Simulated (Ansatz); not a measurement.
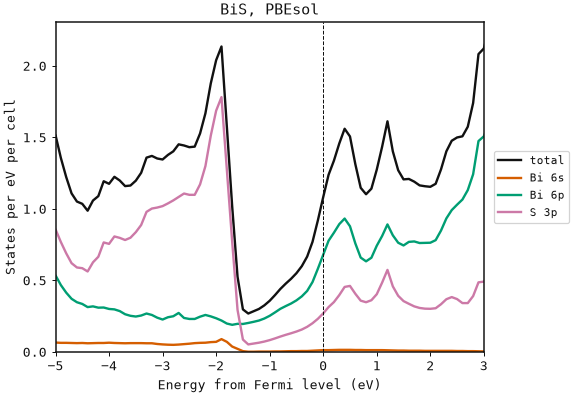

Density of states. Energies are counted from the Fermi level. The partial curves are projected on Löwdin-orthogonalised atomic shells.

Structure: BiS, space group Pm-3m (No. 221), 2 atoms in the cell, CsCl type; a = 3.52 Å, b = 3.52 Å, c = 3.52 Å, α = 90.00°, β = 90.00°, γ = 90.00°.

Level of theory: DFT PBEsol, scalar-relativistic, plane waves, PAW, no spin polarisation, 10×10×10 k mesh, Gaussian smearing of 0.05 eV; code Ansatz 0.2.0.

What is the density of states at the Fermi level?

It is a metal. The density of states at the Fermi level isn't well fixed here: it changes fast, and within 0.3 eV it runs from 0.67 to 1.5 per eV and cell.

Where is the tallest peak in the window, and which states make it?

The tallest peak in the window is at −1.9 eV; by projected weight it is S 3p (85 %) and Bi 6p (10 %).

Which states dominate at the Fermi level?

By projected weight, the states within 0.3 eV of the Fermi level are Bi 6p (65 %) and S 3p (25 %).

The structure was built from a prototype or by substitution, so it need not be a known phase. Spin-orbit coupling is left out, which matters for Bi.
